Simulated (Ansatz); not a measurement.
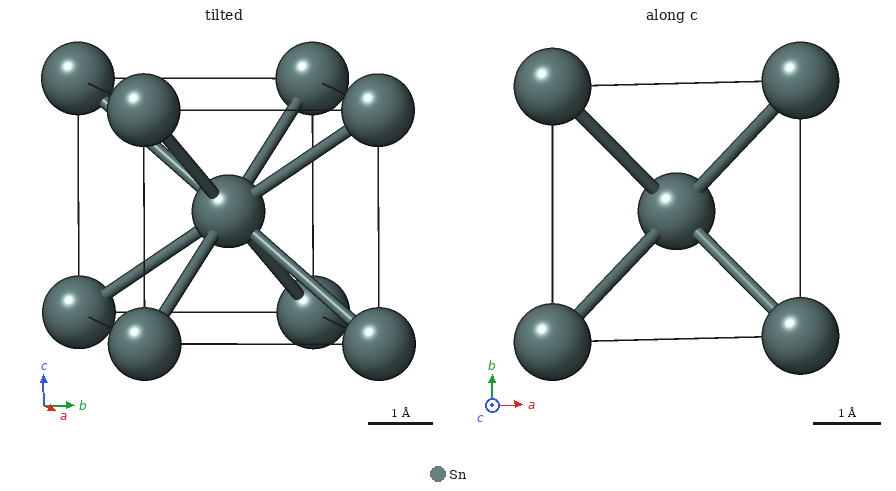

This ball-and-stick model is shown slightly off an axis and along the c axis. The lines enclose the drawn cell (a repeat of the simulation cell); boundary atoms appear with their images.

Sn, a = 3.71 Å, b = 3.82 Å, c = 3.71 Å, α = 92.10°, β = 90.88°, γ = 88.54°.

The numbers come from DFT PBEsol, scalar-relativistic, plane waves, PAW (Ansatz), using an energy cutoff of 420 eV, k-points about 0.20 Å⁻¹ apart, Gaussian smearing of 0.15 eV, no spin polarisation.

**How large a gap does the method give, if there is one?**

A metal: bands cross the Fermi level.

**Give the pressure and its sign.**

The computed pressure is -0.2 GPa (stretched: it would shrink).

Its origin is a structure listed in the Materials Project. The cell was then strained or its atoms displaced on purpose. It was run through Ansatz as a DFT input.
